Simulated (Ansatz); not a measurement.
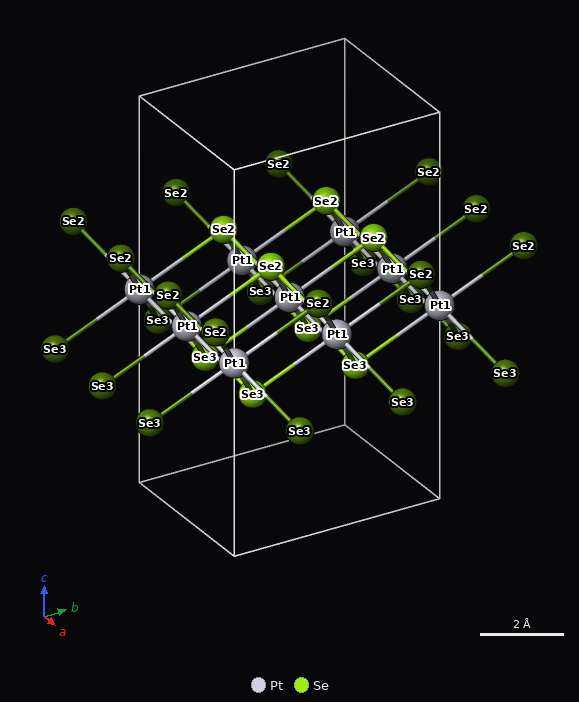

**Figure 1.** The structure as given in the input (ball-and-stick view of the 2 × 2 repeat of the cell, with the vacuum cut short, seen slightly off an axis; neighbours outside the cell are drawn fainter; atoms are numbered from 1 in the order of the input).

## What a change does: single-point calculation on PtSe₂

System: PtSe₂ (slab, 3 atoms in the cell).
Method of run A: independent-particle optics of PBE bands, plane waves, PAW, no spin polarisation (Ansatz 0.2.0).

The geometry comes from this level: r2SCAN. Text and figures count atoms from 1; the logs count them from 0 in places.

## Input, run A
```yaml
crystal:
  lattice:
    - [3.7027862523, 0.0, 0.0]
    - [-1.8513931261, 3.2067069593, 0.0]
    - [0.0, 0.0, 30.0620632936]
  atoms:
    - { symbol: Pt, position: [0.0, 0.0, 0.2993806484] }
    - { symbol: Se, position: [0.3333333333, 0.6666666667, 0.3432360092] }
    - { symbol: Se, position: [0.6666666667, 0.3333333333, 0.2555252876] }
  periodic: [true, true, false]
kpoints:
  mp_grid: { grid: [12, 12, 1] }
hamiltonian:
  xc: pbe
scf:
  occupations: { method: fixed }
output:
  optics: { e_range: [0, 13], de: 0.05, sigma: 0.1, bands: auto }
```

Command:
```bash
ansatz run input.yaml --threads 4 --pin off --max-ram 5529MiB --backend cpu --events-out ev --progress --plain --runs-dir out
```

Hardware: 4 threads of Arm Neoverse V1, 24 GiB of memory available, shared host.

## Output, shortened to warnings, some set-up lines, iterations and results (run A)
```
Basis set: ecut = 420 eV, 7025 PW (Γ)
Symmetry: 12 space group operations
k-points: 19 of 144
Initial density: superposition of atomic densities (neutral atoms: chi_scale 0, normalization atom), corrected by the library's trained network
[...]
SCF iter   1: F=—  HF=-23462.352366 eV  |F-HF|=—  |Δ(HF+E_count)|=         —  Δρ=1.34e-3  dr2=6.19e-3  ethr=1.77e-3  ⟨swp⟩=6.8  Hψ=2493  notcnv=0  defer=57
SCF iter   2: F=—  HF=-23462.347102 eV  |F-HF|=—  |Δ(HF+E_count)|=   5.26e-3  Δρ=8.05e-4  dr2=3.92e-3  ethr=1.24e-5  ⟨swp⟩=4.2  Hψ=1626  notcnv=0  defer=57
SCF iter   3: F=—  HF=-23462.346628 eV  |F-HF|=—  |Δ(HF+E_count)|=   4.74e-4  Δρ=4.04e-4  dr2=3.55e-4  ethr=7.85e-6  ⟨swp⟩=2.6  Hψ=817  notcnv=0  defer=57
SCF iter   4: F=—  HF=-23462.346829 eV  |F-HF|=—  |Δ(HF+E_count)|=   2.02e-4  Δρ=7.52e-5  dr2=8.86e-6  ethr=7.11e-7  ⟨swp⟩=3.0  Hψ=956  notcnv=0  defer=57
SCF iter   5: F=—  HF=-23462.346849 eV  |F-HF|=—  |Δ(HF+E_count)|=   1.94e-5  Δρ=1.62e-5  dr2=5.97e-7  ethr=1.77e-8  ⟨swp⟩=3.3  Hψ=1208  notcnv=0  defer=57
SCF iter   6: F=—  HF=-23462.346954 eV  |F-HF|=—  |Δ(HF+E_count)|=   1.05e-4  Δρ=2.90e-6  dr2=2.60e-8  ethr=1.19e-9  ⟨swp⟩=3.0  Hψ=1118  notcnv=0  defer=57
SCF iter   7: F=—  HF=-23462.346954 eV  |F-HF|=—  |Δ(HF+E_count)|=   2.20e-8  Δρ=7.96e-7  dr2=2.58e-9  ethr=5.20e-11  ⟨swp⟩=4.5  Hψ=1345  notcnv=0  defer=57
SCF iter   8: F=—  HF=-23462.346954 eV  |F-HF|=—  |Δ(HF+E_count)|=   8.54e-9  Δρ=2.33e-7  dr2=2.38e-10  ethr=5.17e-12  ⟨swp⟩=3.3  Hψ=959  notcnv=0  defer=57
SCF iter   9: F=-23462.346954 eV  HF=-23462.346954 eV  |F-HF|=1.46e-11  |Δ(HF+E_count)|=  2.84e-10  Δρ=4.84e-8  dr2=8.90e-12  ethr=1.00e-12  ⟨swp⟩=19.8  Hψ=3908  notcnv=0
SCF 1 converged in 9 iterations: F = -23462.346954 eV  dr2 = 8.90e-12
NSCF: frozen V_eff on 19 k-points
Optics k sum: 0 of 19 k-points
Optics k sum: 1 of 19 k-points
Optics k sum: 2 of 19 k-points
Optics k sum: 3 of 19 k-points
Optics k sum: 4 of 19 k-points
Optics k sum: 5 of 19 k-points
Optics k sum: 6 of 19 k-points
Optics k sum: 7 of 19 k-points
Optics k sum: 8 of 19 k-points
Optics k sum: 9 of 19 k-points
Optics k sum: 10 of 19 k-points
Optics k sum: 11 of 19 k-points
Optics k sum: 12 of 19 k-points
Optics k sum: 13 of 19 k-points
Optics k sum: 14 of 19 k-points
Optics k sum: 15 of 19 k-points
Optics k sum: 16 of 19 k-points
Optics k sum: 17 of 19 k-points
Optics k sum: 18 of 19 k-points
Optics k sum: 19 of 19 k-points
Optics k sum: 0 of 19 k-points
Optics k sum: 1 of 19 k-points
Optics k sum: 2 of 19 k-points
Optics k sum: 3 of 19 k-points
Optics k sum: 4 of 19 k-points
Optics k sum: 5 of 19 k-points
Optics k sum: 6 of 19 k-points
Optics k sum: 7 of 19 k-points
Optics k sum: 8 of 19 k-points
Optics k sum: 9 of 19 k-points
Optics k sum: 10 of 19 k-points
Optics k sum: 11 of 19 k-points
Optics k sum: 12 of 19 k-points
Optics k sum: 13 of 19 k-points
Optics k sum: 14 of 19 k-points
Optics k sum: 15 of 19 k-points
Optics k sum: 16 of 19 k-points
Optics k sum: 17 of 19 k-points
Optics k sum: 18 of 19 k-points
Optics k sum: 19 of 19 k-points
NSCF: frozen V_eff on 1 k-points
NSCF: frozen V_eff on 1 k-points
NSCF: frozen V_eff on 1 k-points
[...]
```

The input of run B differs as follows (lines with − go, lines with + come):
```diff
-  mp_grid: { grid: [12, 12, 1] }
+  mp_grid: { grid: [6, 6, 1] }
-  optics: { e_range: [0, 13], de: 0.05, sigma: 0.1, bands: auto }
+  optics:
+    e_range: [0.5, 20]
+    de: 0.2
+    sigma: 0.05
+    scissors: 0.3
+    scheme: fermi_dirac
+    bands: auto
```

Predict how the results change.

The free energy of run B is 0.5 meV per atom higher, the joint effect of these numerical settings, which can't be told apart here. The gap on the mesh goes from 1.39 to 1.65 eV. The SCF takes 10 iterations against 9. The irreducible k-points go from 19 to 7. On the same kind of shared host run B took about 0.37 times as long.

## Output, shortened to warnings, some set-up lines, iterations and results (run B)
```
Basis set: ecut = 420 eV, 7025 PW (Γ)
Symmetry: 12 space group operations
k-points: 7 of 36
Initial density: superposition of atomic densities (neutral atoms: chi_scale 0, normalization atom), corrected by the library's trained network
[...]
SCF iter   1: F=—  HF=-23462.352460 eV  |F-HF|=—  |Δ(HF+E_count)|=         —  Δρ=1.43e-3  dr2=7.44e-3  ethr=1.77e-3  ⟨swp⟩=6.4  Hψ=914  notcnv=0  defer=21
SCF iter   2: F=—  HF=-23462.345732 eV  |F-HF|=—  |Δ(HF+E_count)|=   6.73e-3  Δρ=9.02e-4  dr2=4.98e-3  ethr=1.49e-5  ⟨swp⟩=4.0  Hψ=616  notcnv=0  defer=21
SCF iter   3: F=—  HF=-23462.345057 eV  |F-HF|=—  |Δ(HF+E_count)|=   6.75e-4  Δρ=4.17e-4  dr2=4.05e-4  ethr=9.95e-6  ⟨swp⟩=2.6  Hψ=294  notcnv=0  defer=21
SCF iter   4: F=—  HF=-23462.345250 eV  |F-HF|=—  |Δ(HF+E_count)|=   1.93e-4  Δρ=8.57e-5  dr2=1.49e-5  ethr=8.11e-7  ⟨swp⟩=3.0  Hψ=360  notcnv=0  defer=21
SCF iter   5: F=—  HF=-23462.345270 eV  |F-HF|=—  |Δ(HF+E_count)|=   2.01e-5  Δρ=2.36e-5  dr2=1.26e-6  ethr=2.98e-8  ⟨swp⟩=3.6  Hψ=436  notcnv=0  defer=21
SCF iter   6: F=—  HF=-23462.345377 eV  |F-HF|=—  |Δ(HF+E_count)|=   1.07e-4  Δρ=4.50e-6  dr2=1.77e-7  ethr=2.51e-9  ⟨swp⟩=3.7  Hψ=511  notcnv=0  defer=21
SCF iter   7: F=—  HF=-23462.345378 eV  |F-HF|=—  |Δ(HF+E_count)|=   1.49e-7  Δρ=1.27e-6  dr2=7.29e-9  ethr=3.54e-10  ⟨swp⟩=3.9  Hψ=443  notcnv=0  defer=21
SCF iter   8: F=—  HF=-23462.345378 eV  |F-HF|=—  |Δ(HF+E_count)|=   2.70e-8  Δρ=2.98e-7  dr2=3.09e-10  ethr=1.46e-11  ⟨swp⟩=3.1  Hψ=426  notcnv=0  defer=21
SCF iter   9: F=—  HF=-23462.345378 eV  |F-HF|=—  |Δ(HF+E_count)|=  3.13e-10  Δρ=1.10e-7  dr2=5.48e-11  ethr=1.00e-12  ⟨swp⟩=3.0  Hψ=430  notcnv=0  defer=21
SCF iter  10: F=-23462.345378 eV  HF=-23462.345378 eV  |F-HF|=4.73e-11  |Δ(HF+E_count)|=  5.82e-11  Δρ=1.79e-8  dr2=6.36e-13  ethr=1.00e-12  ⟨swp⟩=20.0  Hψ=1184  notcnv=0
SCF 1 converged in 10 iterations: F = -23462.345378 eV  dr2 = 6.36e-13
NSCF: frozen V_eff on 7 k-points
Optics k sum: 0 of 7 k-points
Optics k sum: 1 of 7 k-points
Optics k sum: 2 of 7 k-points
Optics k sum: 3 of 7 k-points
Optics k sum: 4 of 7 k-points
Optics k sum: 5 of 7 k-points
Optics k sum: 6 of 7 k-points
Optics k sum: 7 of 7 k-points
Optics k sum: 0 of 7 k-points
Optics k sum: 1 of 7 k-points
Optics k sum: 2 of 7 k-points
Optics k sum: 3 of 7 k-points
Optics k sum: 4 of 7 k-points
Optics k sum: 5 of 7 k-points
Optics k sum: 6 of 7 k-points
Optics k sum: 7 of 7 k-points
NSCF: frozen V_eff on 1 k-points
NSCF: frozen V_eff on 1 k-points
NSCF: frozen V_eff on 1 k-points
output.optics: what the bands over the 215 summed would add to eps1, eps2 and the energy-loss function is held between a lower and an upper bound (3 Lanczos steps). eps1, eps2 and their loss function (loss_summed_bands) are given on every row as the summed bands alone make them. Along an axis, on a …
SCF converged after 10 iterations
Free energy (F): -23462.345378 eV
Harris-Foulkes:  -23462.345378 eV  (|F-HF|=4.73e-11)
Internal energy: -23462.345378 eV  (E = F + TS)
E sigma→0 (E₀):  -23462.345378 eV
Fermi energy:    -5.666595 eV
--- Per-component energies (eV) ---
  E_band       = -1847.931471
  E_kinetic    = 873.768308
[...]
```

## The two runs side by side

| quantity | run A | run B |
| --- | --- | --- |
| outcome | converged | converged |
| free energy per atom (eV) | −7820.7823 | −7820.7818 |
| gap on the mesh (eV) | 1.39 | 1.65 |
| SCF iterations | 9 | 10 |
| irreducible k-points | 19 | 7 |
| plane waves at Γ | 7025 | 7025 |
| wall time (shared host) | 1.8 min | 39 s |

For both runs: Spin–orbit coupling is left out, which matters for Pt.
